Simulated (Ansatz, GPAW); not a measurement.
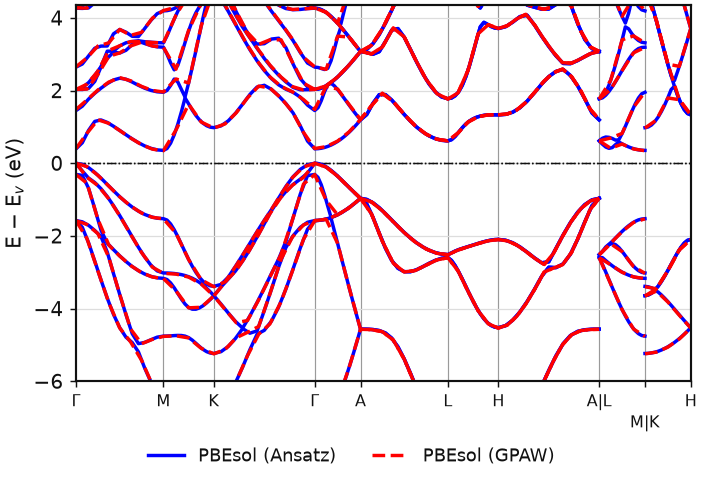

Band structures of wurtzite GeSi, space group P6_3mc (No. 186), 4 atoms in the cell (a = 3.904 Å, c = 6.451 Å (hexagonal axes)), by two programs with one functional on the same cell. Each is counted from its own valence-band top.

Question: What changes from one program to the other?

Answer: The gap hardly changes: PBEsol (Ansatz) gives a gap of 0.35 eV along the path and PBEsol (GPAW) gives a gap of 0.34 eV along the path.

Settings. PBEsol (Ansatz): Ansatz PAW, no spin polarisation, no spin-orbit coupling, 8×8×4 k mesh, 420 eV cutoff, Fermi-Dirac smearing of 0.05 eV (Ansatz 0.2.0). PBEsol (GPAW): PAW data sets generated in the run's folder for this functional, no spin polarisation, no spin-orbit coupling, 8×8×4 k mesh, 600 eV cutoff, Fermi-Dirac smearing of 0.05 eV (GPAW 26.7.0).

Spin-orbit coupling is left out, which matters for Ge. LDA, GGA and most meta-GGA functionals understate gaps. The cell comes from a database of computed structures, and whether it is the stable form of this composition wasn't checked. PBEsol (Ansatz): the PAW data sets were made with another functional.
